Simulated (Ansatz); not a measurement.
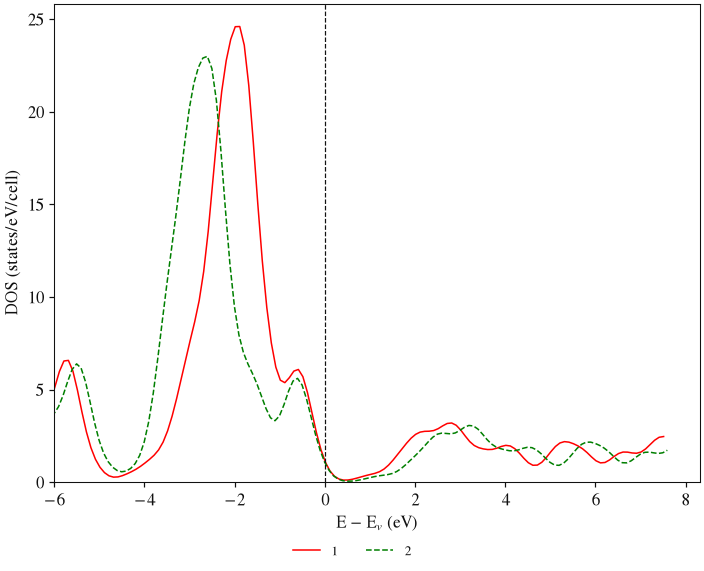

Total densities of states of Cu$_{2}$O, space group Pn-3m (No. 224), 6 atoms in the cell (cubic a = 4.260 Å), by two methods on the same cell. The DOS curves are built from the levels of the k mesh with Gaussians 0.55 eV wide, which also blur the band edges; ripples of that width can come from the mesh. Each is counted from its own valence-band top.

### Which curve is which? The methods: PBE, PBEsol+U (3 eV).

1 is PBE; 2 is PBEsol+U (3 eV). PBE gives a gap of 0.53 eV and PBEsol+U (3 eV) gives a gap of 0.70 eV.

Settings. PBE: Ansatz PAW, no spin polarisation, no spin-orbit coupling, 6×6×6 k mesh, 420 eV cutoff, Fermi-Dirac smearing of 0.05 eV (Ansatz). PBEsol+U (3 eV): Cu d U = 3 eV, Ansatz PAW, no spin polarisation, no spin-orbit coupling, 6×6×6 k mesh, 420 eV cutoff, Fermi-Dirac smearing of 0.05 eV (Ansatz).

Gaps are the smallest over all k points computed. LDA, GGA and most meta-GGA functionals understate gaps. PBEsol+U (3 eV): the PAW data sets were made with another functional.
